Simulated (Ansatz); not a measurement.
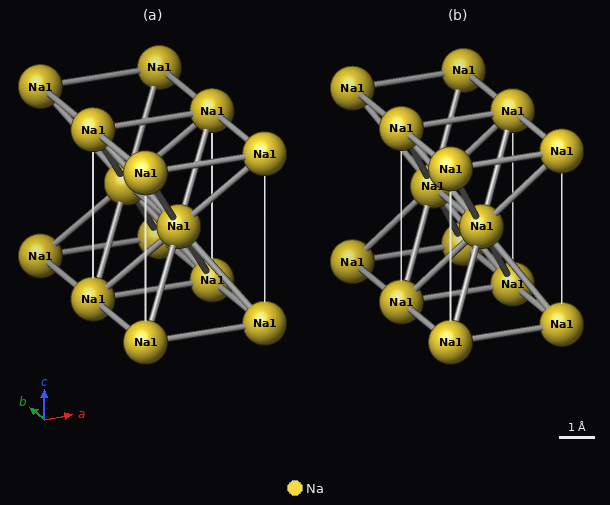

Left: crystalline Na (set up in I4/mmm) in its unrelaxed database cell. Right: the same structure after one change, at the same scale. Style: ball-and-stick. Shown: the conventional cell (2 times the calculation's cell), repeated 1 × 2 × 1 with one cell outlined, from a free direction. Lengths and directions refer to the drawn axes.

These are results of DFT PBEsol, scalar-relativistic, plane waves, PAW in Ansatz 0.2.0, not measurements. Settings: plane-wave cutoff 420 eV; k-point mesh 16 × 16 × 16; occupations gaussian; smearing width 0.1 eV; no spin polarisation.

### What was changed?

The cell is strained by +2.4 % along c and −6.6 % across it (volume −10.7 %), the atoms keeping their fractional coordinates. No relaxation follows.

### And its effect?

Among the bonded contacts that change: Na–Na 3.777 → 3.526 Å, Na–Na 3.753 → 3.675 Å. The space group stays I4/mmm (No. 139). Energy change: +7.0 meV per atom. The pressure goes from −0.3 to 0.7 GPa. The principal stresses (compression positive) are 0.5 GPa along c and 0.8 GPa across it. All forces vanish by symmetry.
